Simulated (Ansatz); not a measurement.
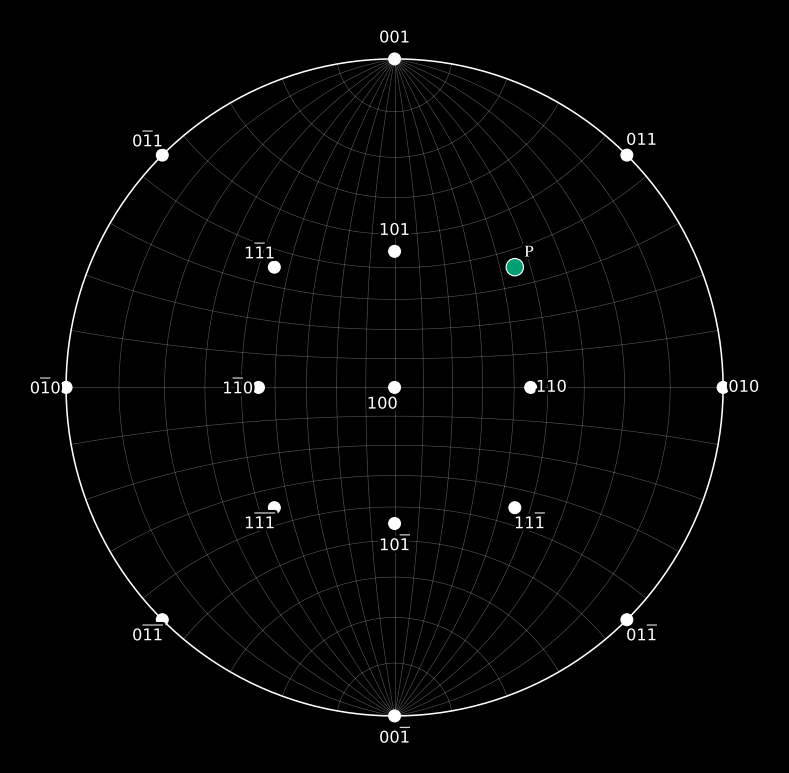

For Si, the end point of a relaxation with DFT PBE, scalar-relativistic, plane waves, PAW (Ansatz 0.2.0): stereographic projection of plane normals (upper hemisphere) centred on (1 0 0). All values are computed from the atomic coordinates in the standard setting (tolerance 0.002 Å).

a = 5.470 Å, b = 5.470 Å, c = 5.470 Å, α = 90.00°, β = 90.00°, γ = 90.00°.

> Index the pole marked P.

P is (1 1 1), 54.7° from the centre.

> What is the angle between the normals of (1 1 −1) and (0 −1 0), and what are their d_hkl = 1/|g|?

125.3°; d = 3.158 Å and 5.470 Å.
